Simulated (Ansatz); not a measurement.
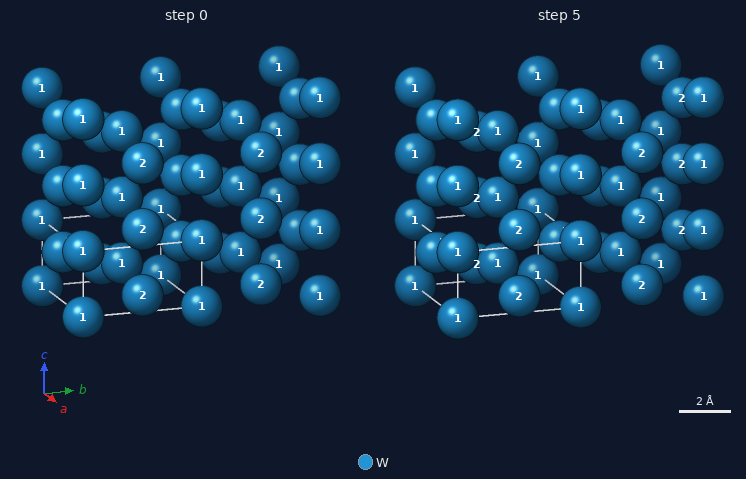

The structure of crystalline W (built on the beta-tin_141 type) (coarse preliminary run) before (left) and after (right) a relaxation, at one scale.

A spheres-only model of the conventional cell (2 times the calculation's cell), repeated 1 × 2 × 3 with one cell outlined, seen slightly off an axis. Lengths and directions refer to the drawn axes.

Case: beta-tin type (I4_1/amd, No. 141).

The calculation used DFT PBE, scalar-relativistic, plane waves, PAW (Ansatz). (plane-wave cutoff 420 eV; k-point mesh 8 × 8 × 8; occupations gaussian; smearing width 0.1 eV; no spin polarisation; cell and atoms relaxed; force threshold 0.04 eV/Å; at most 70 steps)

### What changed between the two?

No atom moves by more than 0.005 Å relative to the cell. The volume changes by +7.9 %, with a = b 4.931 → 5.115 Å (+3.7 %), c 2.690 → 2.697 Å (+0.3 %). Near-neighbour distances that change, for instance: W1–W2 2.556 → 2.645 Å, W1–W2 (another image) 3.186 → 3.261 Å, W1–W1 2.690 → 2.697 Å. The space group stays I4_1/amd (No. 141). The energy falls by 87.1 meV per atom in 4 accepted moves (5 points after the start). All forces vanish by symmetry, so only the cell relaxes. Pressure: 20.28 GPa at the start and 0.00 GPa at the end. The SCF was repeated once at an unchanged geometry on a basis and grid sized afresh for the cell, which shifted the energy by 0.5 meV per atom at most. The run took about 14 core-seconds on a shared host.
